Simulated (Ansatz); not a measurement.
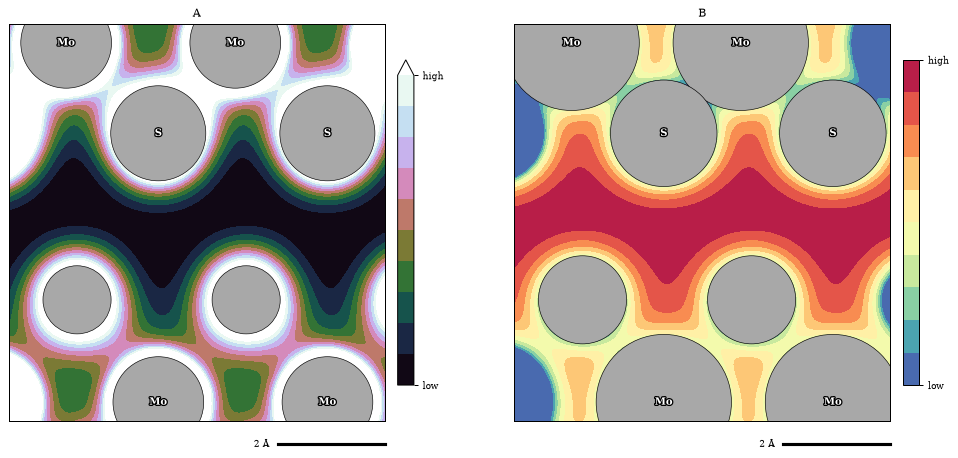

MoS$_{2}$: 2 fields on the (011) plane of the conventional cell, with unlabelled colour scales. Grey discs cover the atomic cores.

Space group P1; a structure from a database of computed crystals, not necessarily the ambient phase; computed without spin polarisation.

The calculation used DFT r2SCAN, plane waves, PAW (Ansatz).

Question: Which field does each panel show? The fields are: electrostatic potential energy of an electron and valence pseudo-density.

Answer: Panel A: valence pseudo-density. Panel B: electrostatic potential energy of an electron (low next to the atoms, rising into the space between them). From the grid: Mo–S (2.42 Å): the density is about 0.57 e/Å³ at the midpoint.
